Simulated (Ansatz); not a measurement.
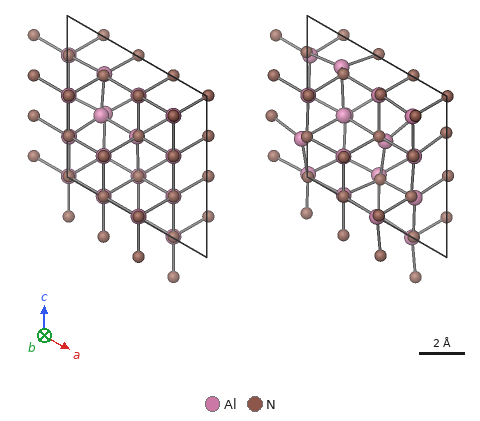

Two geometries of a defect cell of composition Al₁₇N₁₅, drawn at one scale. One is the start of a relaxation, the other its converged end. Style: ball-and-stick. Shown: the cell of the calculation (origin shifted), along the b axis.

Theory: DFT PBE, scalar-relativistic, plane waves, PAW (Ansatz 0.2.0). Set-up: plane-wave cutoff 420 eV; k-point mesh 2 × 2 × 2; occupations gaussian; smearing width 0.01 eV; mesh shifted by (0.5, 0.5, 0.5); no spin polarisation; atoms relaxed in a fixed cell; force threshold 0.025 eV/Å; at most 45 steps.

Question: Which geometry has the lower energy?

Answer: The right one is the relaxed one. Case: Al on a N site (c), charge +0, atoms relaxed at the host's cell. An Al atom moves most: 0.43 Å roughly along [3 1 0]. Largest moves by element: Al 0.43 Å, N 0.17 Å. The cell doesn't change. Some distances before and after: Al–Al 1.834 → 2.295 Å, Al–Al 1.904 → 2.293 Å, Al–Al 1.963 → 2.294 Å, Al–N 1.996 → 1.887 Å. Bond angles that change, for instance: Al–Al–N 111.5° → 97.0°, Al–Al–N 110.9° → 97.3°, Al–Al–N 116.3° → 103.8°. The energy falls by 7.463 eV per cell of the calculation in 9 accepted moves (11 points after the start). Largest force component: 8.8 eV/Å at the start, 0.0051 eV/Å at the end. The line search rejected the trial steps at points 5, 9 of the run.

Limits of the set-up: the k-point mesh is coarse for a cell with partly filled bands; the periodic images lie only 7.6 Å apart, so the values are limited by the cell's size.
